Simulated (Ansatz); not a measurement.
**MgH2: geometry relaxation**

System: MgH2 (P4₂/mnm, 6 atoms in the cell).
Method: DFT, r2SCAN, plane waves, PAW, no spin polarisation (Ansatz 0.2.0).

The structure derives from an entry of the Crystallography Open Database. The geometry comes from this level: PBE. Figures and captions count atoms from 1; the log counts them from 0 in places.

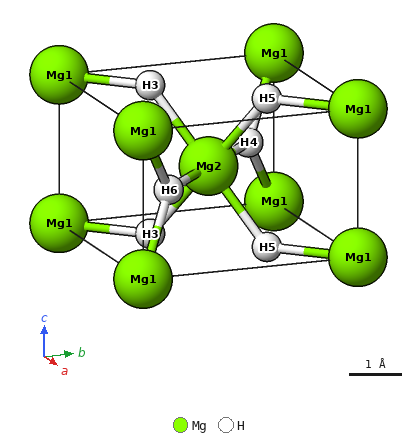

Figure 1. The input geometry (ball-and-stick view of the cell of the calculation, seen slightly off an axis; atoms are numbered from 1 in the order of the input). Near neighbours in the crystal (not all of them lie inside the picture): Mg has 6 H at 1.95 to 1.96 Å; H has 3 Mg at 1.95 to 1.96 Å.

Input file
```yaml
crystal:
  lattice:
    - [4.5178551155, 0.0, 0.0]
    - [0.0, 4.5178551155, 0.0]
    - [0.0, 0.0, 3.0120664636]
  atoms:
    - { symbol: Mg, position: [0.0, 0.0, 0.0] }
    - { symbol: Mg, position: [0.5, 0.5, 0.5] }
    - { symbol: H, position: [0.3044392696, 0.3044392696, 0.0] }
    - { symbol: H, position: [0.1955607304, 0.8044392696, 0.5] }
    - { symbol: H, position: [0.6955607304, 0.6955607304, 0.0] }
    - { symbol: H, position: [0.8044392696, 0.1955607304, 0.5] }
kpoints:
  mp_grid: { grid: [6, 6, 8] }
hamiltonian:
  xc: r2scan
scf:
  occupations: { method: fermi_dirac, width: 0.02 }
relax:
  f_tol: 0.005
  cell: {}
```

Hardware: 4 threads of Intel Xeon @ 2.90GHz (Ice Lake), 64 GiB of memory available, shared host.

Command:
```bash
ansatz run input.yaml --threads 4 --pin off --max-ram 9216MiB --backend cpu --events-out ev --progress --plain --runs-dir out
```

Log
```
Engine: ansatz 0.2.0, x86_64-unknown-linux-gnu
Pseudopotentials: kind: paw
Pseudopotential: Mg, paw, valence charge 10, recommended cutoff 500 eV (meta_gga), Mg.paw.azcp
Pseudopotential: H, paw, valence charge 1, recommended cutoff 500 eV (meta_gga), H.paw.azcp
Functional definition: r2SCAN
  parameter k0 = 0.174
  parameter k1 = 0.065
  parameter a1 = 4.9479
  exchange = r2scan_x(k0 = k0, k1 = k1, a1 = a1)
  correlation = r2scan_c
Crystal: 6 atoms, lattice volume = 61.479 Å³
Basis set: ecut = 500 eV, 1567 PW (Γ), exchange–correlation on 144×144×96 points (64 copies of the dense FFT grid, shifted against one another)
Bands: 18, of which v1, the nominal top of the filled ones, is band 12 counted from 1 (11 counted from 0)
Symmetry: 16 space group operations
Space group: P42/mnm (ITA 136), of the structure as read, at distance tolerance 3.9e-5 Å
k-points: 50 of 288
Non-local potential: Mg, projectors of the file, l = 0: 3, l = 1: 2, l = 2: 1
Non-local potential: H, projectors of the file, l = 0: 2, l = 1: 1
PAW form: soft (Blöchl's): semilocal exchange-correlation on the pseudo side does not see the compensation charge
PAW frozen core: Mg, regenerated for the run's functional (the file was generated under x = pbe(κ = 0.804, μ = 0.2195149727645171), c = pbe(β = 0.06672455060314922))
PAW one-centre angular grid: Mg, 302 points (default); XC on 224 Gauss nodes
PAW one-centre angular grid: H, 302 points (default); XC on 160 Gauss nodes
Initial density: superposition of atomic densities (neutral atoms: chi_scale 0, normalization atom), corrected by the library's trained network
Initial wavefunctions: pseudopotential atomic-orbital guess
Functional: x = r2scan, c = r2scan; τ floored in thin density (d = 2e-4 eV/Å³)
SCF iter   1: F=—  HF=-3918.154734 eV  |F-HF|=—  |Δ(HF+E_count)|=         —  Δρ=6.79e-3  dr2=1.14e-2  dr2_τ=8.36e-3  ethr=1.77e-3  ⟨swp⟩=6.0  Hψ=4778  notcnv=0
preconditioner: auto → none  [insulator: Δε(μ)=4.301 eV  Ē_g=10.727 eV  σ=0.020 eV  W_gap=1.00  n_scr=10 (ndim 8)  ℏωp=13.4 eV  f_vac=0.000  D(μ)=0.00/eV (n_scr^D=0)  ε∞_Penn≈2.6]
SCF iter   2: F=—  HF=-3918.182962 eV  |F-HF|=—  |Δ(HF+E_count)|=   2.82e-2  Δρ=3.02e-3  dr2=4.14e-3  dr2_τ=7.13e-5  ethr=4.74e-5  ⟨swp⟩=2.7  Hψ=2192  notcnv=0  defer=91
SCF iter   3: F=—  HF=-3918.183352 eV  |F-HF|=—  |Δ(HF+E_count)|=   3.90e-4  Δρ=4.09e-4  dr2=3.42e-5  dr2_τ=4.30e-6  ethr=1.73e-5  ⟨swp⟩=2.0  Hψ=1218  notcnv=0  defer=91
SCF iter   4: F=—  HF=-3918.183378 eV  |F-HF|=—  |Δ(HF+E_count)|=   2.61e-5  Δρ=1.56e-4  dr2=6.00e-6  dr2_τ=5.99e-7  ethr=1.42e-7  ⟨swp⟩=2.0  Hψ=1409  notcnv=0  defer=41
automatic band count: iteration 4 solves 17 bands in place of 18: the levels show a gap, and the empty bands left out lie too high to hold charge; the band table lists the bands solved (type scf.n_extra_bands for more)
SCF iter   5: F=—  HF=-3918.183380 eV  |F-HF|=—  |Δ(HF+E_count)|=   2.29e-6  Δρ=2.06e-5  dr2=2.45e-7  dr2_τ=3.45e-9  ethr=2.50e-8  ⟨swp⟩=2.0  Hψ=1009  notcnv=0  defer=41
SCF iter   6: F=-3918.183380 eV  HF=-3918.183380 eV  |F-HF|=6.38e-10  |Δ(HF+E_count)|=   1.70e-8  Δρ=5.67e-6  dr2=1.88e-8  dr2_τ=1.31e-10  ethr=4.17e-10  ⟨swp⟩=4.0  Hψ=2440  notcnv=0
SCF 1 converged in 6 iterations: F = -3918.183380 eV  dr2 = 1.88e-8
  greatest PAW one-centre occupation: 1.000 electrons in one spin orbital (limit 2), on the Mg atom at site 1 (counted from 0), in its partial waves of l = 0
relax step   1: F+E_penalty+E_count = -3918.18338034 eV  Δ(F+E_penalty+E_count) = +0.000e0 eV  max|allowed force component| = 1.078e-2 eV/Å  Δτ_max = 0.0000 Å  P = -1.025 GPa  Ω = 61.479 Å³  (6 SCF iters, dr2 threshold 1.00e-7 eV, accepted)
Crystal: 6 atoms, lattice volume = 60.180 Å³
Basis set: ecut = 500 eV, 1519 PW (Γ), exchange–correlation on 144×144×96 points (64 copies of the dense FFT grid, shifted against one another)
Initial density: handed on by an earlier stage of this run
Initial wavefunctions: those handed on with the density
iter 1 solved again at ethr=7.60e-6 eV; its pass at ethr=3.10e-3 eV (dr2=1.82e-3 eV) is discarded
SCF iter   1: F=—  HF=-3918.185062 eV  |F-HF|=—  |Δ(HF+E_count)|=         —  Δρ=1.80e-3  dr2=1.82e-3  dr2_τ=7.23e-4  ethr=7.60e-6  ⟨swp⟩=1.2  Hψ=8195  notcnv=0
automatic band count: iteration 1 solves 16 bands in place of 18: the levels show a gap, and the empty bands left out lie too high to hold charge; the band table lists the bands solved (type scf.n_extra_bands for more)
automatic band count: iteration 1 solves 18 bands in place of 16: the fewer bands no longer reached over the levels that hold charge or bound the gap, so this iteration is solved again and the SCF keeps every band
preconditioner: auto → none  [insulator: Δε(μ)=4.482 eV  Ē_g=10.915 eV  σ=0.020 eV  W_gap=1.00  n_scr=10 (ndim 8)  ℏωp=13.5 eV  f_vac=0.000  D(μ)=0.00/eV (n_scr^D=0)  ε∞_Penn≈2.5]
SCF iter   2: F=—  HF=-3918.187683 eV  |F-HF|=—  |Δ(HF+E_count)|=   2.62e-3  Δρ=8.04e-4  dr2=3.77e-4  dr2_τ=5.43e-6  ethr=7.60e-6  ⟨swp⟩=2.0  Hψ=1381  notcnv=0
SCF iter   3: F=—  HF=-3918.187659 eV  |F-HF|=—  |Δ(HF+E_count)|=   2.37e-5  Δρ=1.25e-4  dr2=5.36e-6  dr2_τ=2.10e-7  ethr=1.57e-6  ⟨swp⟩=2.0  Hψ=1362  notcnv=0
SCF iter   4: F=-3918.187658 eV  HF=-3918.187658 eV  |F-HF|=1.36e-7  |Δ(HF+E_count)|=   7.89e-7  Δρ=3.38e-5  dr2=3.11e-7  dr2_τ=2.17e-8  ethr=2.50e-9  ⟨swp⟩=4.0  Hψ=2508  notcnv=0
SCF 2 converged in 4 iterations: F = -3918.187658 eV  dr2 = 3.11e-7
relax step   2: F+E_penalty+E_count = -3918.18765845 eV  Δ(F+E_penalty+E_count) = -4.278e-3 eV  max|allowed force component| = 7.555e-3 eV/Å  Δτ_max = 0.0031 Å  P = +0.079 GPa  Ω = 60.180 Å³  energy of the carried Pulay correction = +3.987e-4 eV  (4 SCF iters, dr2 threshold 6.00e-7 eV, accepted)
Crystal: 6 atoms, lattice volume = 60.263 Å³
iter 1 solved again at ethr=2.33e-7 eV; its pass at ethr=3.10e-3 eV (dr2=5.59e-5 eV) is discarded
SCF iter   1: F=—  HF=-3918.187674 eV  |F-HF|=—  |Δ(HF+E_count)|=         —  Δρ=3.24e-4  dr2=5.42e-5  dr2_τ=6.44e-6  ethr=2.33e-7  ⟨swp⟩=2.4  Hψ=5172  notcnv=0
preconditioner: auto → none  [insulator: Δε(μ)=4.483 eV  Ē_g=10.895 eV  σ=0.020 eV  W_gap=1.00  n_scr=10 (ndim 8)  ℏωp=13.5 eV  f_vac=0.000  D(μ)=0.00/eV (n_scr^D=0)  ε∞_Penn≈2.5]
SCF iter   2: F=—  HF=-3918.187673 eV  |F-HF|=—  |Δ(HF+E_count)|=   1.24e-6  Δρ=1.44e-4  dr2=9.69e-6  dr2_τ=1.34e-7  ethr=2.26e-7  ⟨swp⟩=1.0  Hψ=900  notcnv=0
SCF iter   3: F=—  HF=-3918.187671 eV  |F-HF|=—  |Δ(HF+E_count)|=   2.48e-6  Δρ=8.36e-6  dr2=1.39e-8  dr2_τ=2.74e-9  ethr=6.81e-11  ⟨swp⟩=4.3  Hψ=3504  notcnv=0
SCF iter   4: F=-3918.187671 eV  HF=-3918.187671 eV  |F-HF|=2.04e-9  |Δ(HF+E_count)|=   3.43e-8  Δρ=2.63e-6  dr2=1.33e-9  dr2_τ=1.53e-10  ethr=5.80e-11  ⟨swp⟩=2.0  Hψ=2800  notcnv=0
SCF 3 converged in 4 iterations: F = -3918.187671 eV  dr2 = 1.33e-9
relax step   3: F+E_penalty+E_count = -3918.18767076 eV  Δ(F+E_penalty+E_count) = -1.231e-5 eV  max|allowed force component| = 3.247e-3 eV/Å  Δτ_max = 0.0024 Å  P = +0.011 GPa  Ω = 60.263 Å³  energy of the carried Pulay correction = +3.730e-4 eV  (4 SCF iters, dr2 threshold 1.63e-8 eV, accepted)
Crystal: 6 atoms, lattice volume = 60.272 Å³
iter 1 solved again at ethr=1.84e-8 eV; its pass at ethr=3.10e-3 eV (dr2=4.42e-6 eV) is discarded
SCF iter   1: F=—  HF=-3918.187685 eV  |F-HF|=—  |Δ(HF+E_count)|=         —  Δρ=9.53e-5  dr2=4.17e-6  dr2_τ=7.93e-7  ethr=1.84e-8  ⟨swp⟩=2.1  Hψ=5144  notcnv=0
preconditioner: auto → none  [insulator: Δε(μ)=4.479 eV  Ē_g=10.895 eV  σ=0.020 eV  W_gap=1.00  n_scr=10 (ndim 8)  ℏωp=13.5 eV  f_vac=0.000  D(μ)=0.00/eV (n_scr^D=0)  ε∞_Penn≈2.5]
SCF iter   2: F=—  HF=-3918.187685 eV  |F-HF|=—  |Δ(HF+E_count)|=   4.35e-7  Δρ=4.50e-5  dr2=8.78e-7  dr2_τ=1.42e-8  ethr=1.74e-8  ⟨swp⟩=1.0  Hψ=900  notcnv=0
SCF iter   3: F=-3918.187685 eV  HF=-3918.187685 eV  |F-HF|=2.58e-9  |Δ(HF+E_count)|=   1.44e-8  Δρ=2.78e-6  dr2=3.98e-9  dr2_τ=2.03e-10  ethr=4.44e-11  ⟨swp⟩=3.8  Hψ=3406  notcnv=0
SCF 4 converged in 3 iterations: F = -3918.187685 eV  dr2 = 3.98e-9
relax step   4: F+E_penalty+E_count = -3918.18768463 eV  Δ(F+E_penalty+E_count) = -1.387e-5 eV  max|allowed force component| = 4.220e-4 eV/Å  Δτ_max = 0.0009 Å  P = -0.004 GPa  Ω = 60.272 Å³  energy of the carried Pulay correction = +3.702e-4 eV  (3 SCF iters, dr2 threshold 1.07e-8 eV, accepted)
Initial wavefunctions: pseudopotential atomic-orbital guess (no wavefunctions were taken with the density)
iter 1 solved again at ethr=3.90e-8 eV; its pass at ethr=3.10e-3 eV (dr2=9.36e-6 eV) is discarded
SCF iter   1: F=—  HF=-3918.187311 eV  |F-HF|=—  |Δ(HF+E_count)|=         —  Δρ=2.46e-5  dr2=3.21e-8  dr2_τ=1.41e-7  ethr=3.90e-8  ⟨swp⟩=3.7  Hψ=6940  notcnv=0
SCF iter   2: F=—  HF=-3918.187310 eV  |F-HF|=—  |Δ(HF+E_count)|=   6.08e-7  Δρ=1.26e-5  dr2=7.97e-9  dr2_τ=1.44e-8  ethr=1.34e-10  ⟨swp⟩=2.0  Hψ=1500  notcnv=0
SCF iter   3: F=—  HF=-3918.187310 eV  |F-HF|=—  |Δ(HF+E_count)|=   9.72e-8  Δρ=1.11e-6  dr2=1.61e-10  dr2_τ=1.11e-10  ethr=3.32e-11  ⟨swp⟩=2.2  Hψ=1164  notcnv=0
SCF iter   4: F=-3918.187310 eV  HF=-3918.187310 eV  |F-HF|=3.37e-11  |Δ(HF+E_count)|=   1.04e-9  Δρ=1.82e-7  dr2=8.30e-12  dr2_τ=2.15e-12  ethr=1.00e-12  ⟨swp⟩=4.0  Hψ=2500  notcnv=0
SCF 5 converged in 4 iterations: F = -3918.187310 eV  dr2 = 8.30e-12
  greatest PAW one-centre occupation: 1.000 electrons in one spin orbital (limit 2), on the Mg atom at site 0 (counted from 0), in its partial waves of l = 0
relax step   5: F+E_penalty+E_count = -3918.18731045 eV  Δ(F+E_penalty+E_count) = +3.742e-4 eV  max|allowed force component| = 3.459e-4 eV/Å  Δτ_max = 0.0000 Å  P = -0.006 GPa  Ω = 60.272 Å³  stress off target by 9.98e-3 GPa  SCF on the basis re-selected at this cell (its energy is not comparable with the rows above)  (4 SCF iters)
```

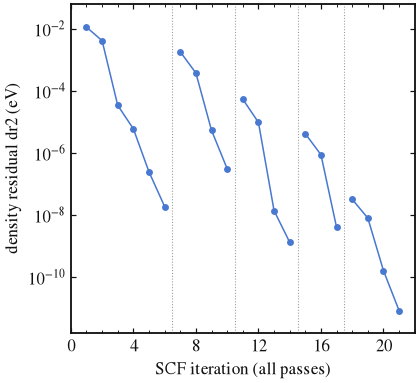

Figure 2. Convergence of the self-consistent field: density residual dr2 against the SCF iteration. The dotted lines part the SCF passes of the relaxation: geometry steps, rejected trials and re-solves on a re-selected basis. The 5 passes take 3 to 6 iterations each, 21 in all.

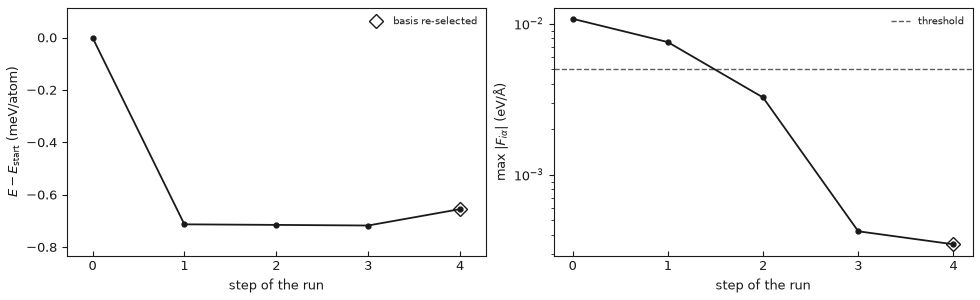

Figure 3. Progress of the relaxation, step by step (the first geometry is step 0 here and step 1 in the log).

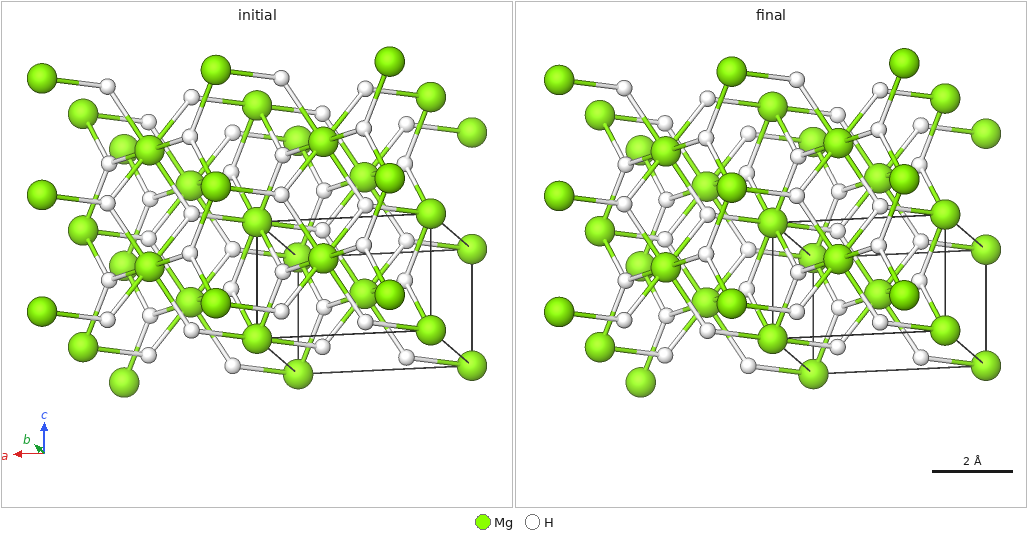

Figure 4. Before (left) and after (right) the relaxation, at one scale (ball-and-stick view of the cell of the calculation, repeated 2 × 2 × 2, seen at an oblique angle). The energy falls by 0.7 meV per atom in 3 geometry steps. Largest force component: 0.011 eV/Å at the start, 0.00035 eV/Å at the end. The pressure goes from −1.03 to −0.01 GPa. The atoms keep their places relative to the cell (all moves are under 0.005 Å). The volume changes by −2.0 %, with a = b 4.518 → 4.485 Å (−0.7 %), c 3.012 → 2.996 Å (−0.5 %). Among the contacts that change: Mg1–H4 1.957 → 1.944 Å, Mg1–H3 1.945 → 1.933 Å. The space group stays P4_2/mnm (No. 136). A last SCF at the same geometry on a re-selected plane-wave basis shifts the energy by +0.1 meV per atom. (Atoms are counted from 1 in the order of the input.)

```
basis re-selected at this cell: Δ(F+E_penalty+E_count) = +3.742e-4 eV, ΔP = -0.002 GPa vs the last step (what re-selecting the basis moved, of the pressure what is left beyond the Pulay correction that the steps carried, after the strain that the cell walked since its last selection, with what the two solves' SCF thresholds leave and, on support functions, any second-order correction that the steps lacked; it is no measure of the basis error at this ecutwfc). This SCF's stress stands 9.98e-3 GPa from its target on what of the cell is left free (relax.cell.stress_tol is 5.00e-2 GPa) and its largest allowed force component is 3.46e-4 eV/Å (relax.f_tol is 5.00e-3 eV/Å): within both
SCF converged after 4 iterations
Free energy (F): -3918.187310 eV
Harris-Foulkes:  -3918.187310 eV  (|F-HF|=3.37e-11)
Internal energy: -3918.187310 eV  (E = F + TS)
E sigma→0 (E₀):  -3918.187310 eV
Fermi energy:    3.868491 eV
--- Per-component energies (eV) ---
  E_band       = -779.801463
  E_kinetic    = 208.397914
  E_local      = -3441.677785  (includes V_loc(G=0)·N_el)
  E_nonlocal   = 196.836633
  E_hartree    = 1234.910768
  E_xc         = -92.341651
  E_vxc        = -131.112883  (∫ρ·V_xc dr)
  E_paw        = -594.517775  (= ΣΔE_a)
  E_vpaw       = -89.175252  (= ΣTr[D̂ρ^β])
  E_aug_tail   = -0.001916  (compensation charges beyond the density's cutoff)
  E_vtau       = 7.110311  (kinetic-family band-sum trace: ∫τ·v_τ [+ j·A + Jᵃ·Aᵃ] dr)
  E_ewald      = -1429.741082
  E_core_change = -0.052416  (= ΣΔE_core)
  E_smearing   = -0.000000  (= −TS)
  E_closure    = -0.000000  (closes the sum)
  Σ components = -3918.187310   (vs F -3918.187310, Δ=0.00e0)
--- Forces (eV/Å), atoms counted from 1 ---
  atom   1  Mg     0.00000000     0.00000000    -0.00000000
  atom   2  Mg    -0.00000000    -0.00000000    -0.00000000
  atom   3  H     -0.00034591    -0.00034591    -0.00000000
  atom   4  H      0.00034591    -0.00034591    -0.00000000
  atom   5  H      0.00034591     0.00034591     0.00000000
  atom   6  H     -0.00034591     0.00034591     0.00000000
  max |Σ_I F_I| component: 2.17e-19 eV/Å
--- Stress (GPa, compression-positive) ---
       -0.009977       0.000000       0.000000
        0.000000      -0.009977       0.000000
        0.000000       0.000000       0.001301
  P = ⅓ Tr σ = -0.0062 GPa (-0.062 kbar)
--- Relaxed structure (4 steps of the walk, 4 accepted, 1 SCFs on fresh bases) ---
  F+E_penalty+E_count = -3918.18731045 eV   max|allowed force component| = 3.459e-4 eV/Å   (the final SCF, on the basis selected at the relaxed cell)
  cell:  # Å, volume = 60.2719 Å³
    - [4.48494529952747, -1.7912372199081178e-34, 0.0]
    - [5.511499138178825e-35, 4.48494529952747, 0.0]
    - [0.0, 0.0, 2.996406503370429]
  atoms:
    - { symbol: Mg, position: [-2.7997855226183604e-20, -3.999693603740588e-21, 0.0] }
    - { symbol: Mg, position: [0.5, 0.5, 0.5000000000000001] }
    - { symbol: H, position: [0.3046827734550911, 0.3046827734550911, 0.0] }
    - { symbol: H, position: [0.19531722654490893, 0.8046827734550912, 0.5000000000000001] }
    - { symbol: H, position: [0.6953172265449089, 0.6953172265449089, 0.0] }
    - { symbol: H, position: [0.8046827734550912, 0.19531722654490893, 0.5000000000000001] }
```

Trajectory as extended XYZ (Å, eV, eV/Å), 5 frames, from step=1 to step=5
```
6
Lattice="4.5179 0.0000 0.0000 0.0000 4.5179 0.0000 0.0000 0.0000 3.0121" Properties=species:S:1:pos:R:3:forces:R:3 step=1 energy=-3918.18338 pressure_GPa=-1.03
Mg    0.0000    0.0000    0.0000    0.0000   0.0000   0.0000
Mg    2.2589    2.2589    1.5060    0.0000   0.0000   0.0000
H     1.3754    1.3754    0.0000    0.0108   0.0108   0.0000
H     0.8835    3.6343    1.5060   -0.0108   0.0108   0.0000
H     3.1424    3.1424    0.0000   -0.0108  -0.0108   0.0000
H     3.6343    0.8835    1.5060    0.0108  -0.0108   0.0000
6
Lattice="4.4818 0.0000 0.0000 0.0000 4.4818 0.0000 0.0000 0.0000 2.9960" Properties=species:S:1:pos:R:3:forces:R:3 step=2 energy=-3918.18766 pressure_GPa=0.08
Mg    0.0000    0.0000    0.0000    0.0000   0.0000   0.0000
Mg    2.2409    2.2409    1.4980    0.0000   0.0000   0.0000
H     1.3666    1.3666    0.0000   -0.0076  -0.0076   0.0000
H     0.8743    3.6075    1.4980    0.0076  -0.0076   0.0000
H     3.1152    3.1152    0.0000    0.0076   0.0076   0.0000
H     3.6075    0.8743    1.4980   -0.0076   0.0076   0.0000
6
Lattice="4.4859 0.0000 0.0000 0.0000 4.4859 0.0000 0.0000 0.0000 2.9946" Properties=species:S:1:pos:R:3:forces:R:3 step=3 energy=-3918.18767 pressure_GPa=0.01
Mg    0.0000    0.0000    0.0000    0.0000   0.0000   0.0000
Mg    2.2430    2.2430    1.4973    0.0000   0.0000   0.0000
H     1.3662    1.3662    0.0000    0.0032   0.0032   0.0000
H     0.8768    3.6091    1.4973   -0.0032   0.0032   0.0000
H     3.1198    3.1198    0.0000   -0.0032  -0.0032   0.0000
H     3.6091    0.8768    1.4973    0.0032  -0.0032   0.0000
6
Lattice="4.4849 0.0000 0.0000 0.0000 4.4849 0.0000 0.0000 0.0000 2.9964" Properties=species:S:1:pos:R:3:forces:R:3 step=4 energy=-3918.18768 pressure_GPa=-0.00
Mg    0.0000    0.0000    0.0000    0.0000   0.0000   0.0000
Mg    2.2425    2.2425    1.4982    0.0000   0.0000   0.0000
H     1.3665    1.3665    0.0000   -0.0004  -0.0004   0.0000
H     0.8760    3.6090    1.4982    0.0004  -0.0004   0.0000
H     3.1185    3.1185    0.0000    0.0004   0.0004   0.0000
H     3.6090    0.8760    1.4982   -0.0004   0.0004   0.0000
6
Lattice="4.4849 0.0000 0.0000 0.0000 4.4849 0.0000 0.0000 0.0000 2.9964" Properties=species:S:1:pos:R:3:forces:R:3 step=5 energy=-3918.18731 pressure_GPa=-0.01
Mg    0.0000    0.0000    0.0000    0.0000   0.0000   0.0000
Mg    2.2425    2.2425    1.4982    0.0000   0.0000   0.0000
H     1.3665    1.3665    0.0000   -0.0003  -0.0003   0.0000
H     0.8760    3.6090    1.4982    0.0003  -0.0003   0.0000
H     3.1185    3.1185    0.0000    0.0003   0.0003   0.0000
H     3.6090    0.8760    1.4982   -0.0003   0.0003   0.0000
```

Results in brief

```tsv
quantity	value
outcome	converged
space group (tolerance 0.01 Å)	P4₂/mnm (136)
electrons treated	24
free energy	−3918.1873 eV
Fermi energy	3.868 eV
pressure	−0.01 GPa
final volume	60.27 Å³
largest force (length of the vector) at the end	under 0.001 eV/Å
final cell	a = 4.485 Å, b = 4.485 Å, c = 2.996 Å, α = 90.00°, β = 90.00°, γ = 90.00°
wall time	5.7 s (CPU time 20 s)
peak memory	0.56 GiB
```
